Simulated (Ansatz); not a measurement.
Si

The calculation's input:

```
crystal:
  lattice:
    - [0.0, -2.7007989451, -2.7007989451]
    - [0.0, 2.7007989451, -2.7007989451]
    - [5.7797097425, 0.0, 0.0]
  atoms:
    - { symbol: Si, position: [0.5, 0.5, -0.0061093033] }
    - { symbol: Si, position: [0.0, 0.0, 0.5061093033] }
    - { symbol: Si, position: [0.0, 0.5, 0.25] }
    - { symbol: Si, position: [0.5, 0.0, 0.75] }
basis:
  ecutwfc: 420
kpoints:
  mp_grid: { grid: [10, 10, 6] }
hamiltonian:
  xc: lda
  pseudopotentials: { kind: paw, azcp: { folder: soft_1 } }
scf:
  occupations: { method: gaussian, width: 0.05 }
output:
  forces: true
  stress: true
  eigenvalues: true
  write_density: true
  write_potential: true
  elf: true
  volumetric_format: npy
```

Command:

```sh
ansatz run input.yaml --threads 1 --pin off --max-ram 2048MiB --backend cpu --events-out ev --progress --plain --runs-dir out
```

Below, planes, directions and counts refer to the conventional cell (a = 3.82 Å, b = 3.82 Å, c = 5.78 Å, α = 90.00°, β = 90.00°, γ = 90.00°).

Space group P-4m2; changed on purpose from its base cell (mode 6 frozen in at -0.033 Å, normal strain along x +0.0700); not relaxed (largest force 0.5 eV/Å); computed pressure about −6 GPa in this cell; PAW files of the earlier set (soft_1).

The calculation used DFT LDA, scalar-relativistic, plane waves, PAW (Ansatz).

### Predict the valence pseudo-density and electron localisation function between the atoms.

Si–Si (2.37 Å): ρ at the midpoint is about 0.55 e/Å³; the ELF peaks at about 0.95 between the atoms (a shared electron pair).

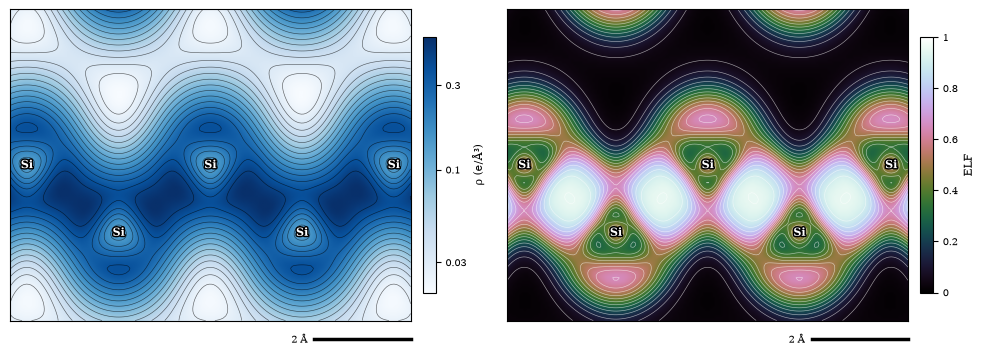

Computed valence pseudo-density and electron localisation function on the (100) plane of the conventional cell, in this order. 

The density is the valence pseudo-density of a PAW calculation; it isn't the true density close to the nuclei.
